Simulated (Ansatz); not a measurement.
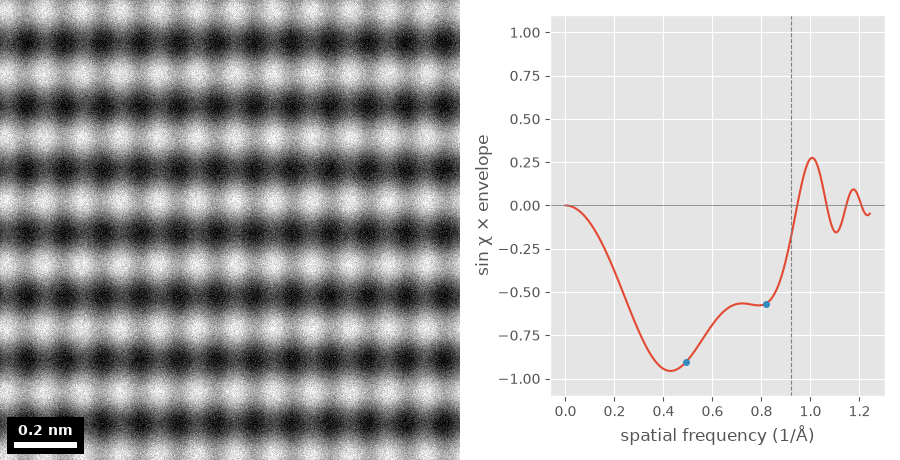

Phase-contrast TEM-like image of Ni (P6_3/mmc, No. 194) along [210]. Simulated in the weak-phase-object approximation with neutral-atom potentials: 80 kV, Cs = 10 µm, defocus −78 Å (negative is underfocus), defocus spread 12 Å, aperture 0.92 1/Å. Shot noise was added. Structure: coordinates from a relaxation at fixed volume with DFT r2SCAN, scalar-relativistic, plane waves, PAW in Ansatz 0.2.0; the starting structure was generated, so it need not be a known form of this composition.

The plot gives the contrast transfer function, the aperture (dashed) and the crystal's spatial frequencies that carry visible contrast (dots).

### Do the atom columns appear dark or bright, and why?

Dark. With positive Cs and underfocus sin χ is negative over the pass band, so the strongest columns (Ni) come out darker than the background.

### What point resolution do these settings give, and which lattice spacings pass?

About 1.1 Å (0.66 |Cs|^(1/4) λ^(3/4) with λ = 0.0418 Å). The spacings that carry visible contrast are {002} at 2.04 Å, {110} at 1.22 Å.
